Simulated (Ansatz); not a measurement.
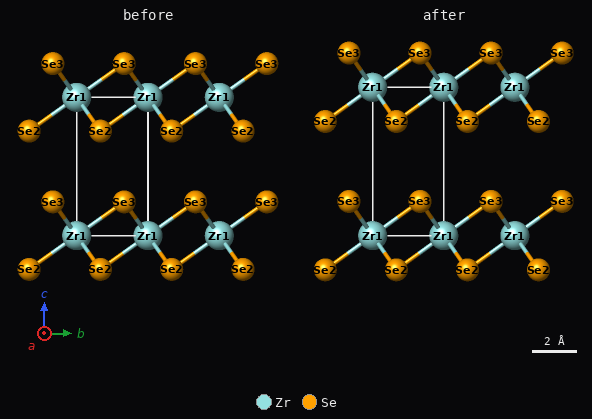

The structure of a crystal of ZrSe2 (set up in P-3m1) before (left) and after (right) a relaxation, at one scale.

The picture is a ball-and-stick view of the cell of the calculation, repeated 1 × 2 × 1 with one cell outlined, seen along the a axis.

Computed with DFT PBE, scalar-relativistic, plane waves, PAW in Ansatz 0.2.0.

Input file:
```yaml
crystal:
  lattice:
    - [3.81115246, 0.0, 0.0]
    - [-1.90557623, 3.30055499, 0.0]
    - [0.0, 0.0, 6.39990711]
  atoms:
    - { symbol: Zr, position: [0.0, 0.0, 0.0] }
    - { symbol: Se, position: [0.66666669, 0.33333334, 0.75588238] }
    - { symbol: Se, position: [0.33333334, 0.66666669, 0.24411759] }
basis:
  ecutwfc: 420
kpoints:
  mp_grid: { grid: [12, 12, 6] }
hamiltonian:
  xc: pbe
scf:
  occupations: { method: gaussian, width: 0.02 }
output:
  forces: true
  stress: true
  eigenvalues: true
relax:
  adjacent_minimum: "off"
  f_tol: 0.01
  max_steps: 80
  cell: { stress_tol: 0.05 }
```

Launched with:
```bash
ansatz run input.yaml --threads 1 --pin off --max-ram 2048MiB --backend cpu --events-out ev --progress --plain --runs-dir out
```

Question: What changed between the two?

Answer: The largest moves relative to the cell, 0.093 Å, are those of Se2 and Se3. Se2 goes along +c. Zr stays in place. Cell: a = b 3.811 → 3.798 Å (−0.3 %), c 6.400 → 6.866 Å (+7.3 %). Volume +6.6 %. Near-neighbour distances that change, for instance: Zr1–Se2 2.699 → 2.705 Å. The space group stays P-3m1 (No. 164). The energy falls by 3.6 meV per atom in 6 accepted moves (8 points after the start). Largest force component: 0.12 eV/Å at the start, 0.00082 eV/Å at the end. Pressure: 0.52 GPa at the start and 0.01 GPa at the end. The line search rejected the trial step at point 1 of the run. At 1 point the geometry stayed and the basis and grid were re-selected for the new cell (energy shift of 0.2 meV per atom at most each time). The run took 2.4 min on 1 thread of Arm Neoverse V1 (shared host), peak memory 0.48 GiB.
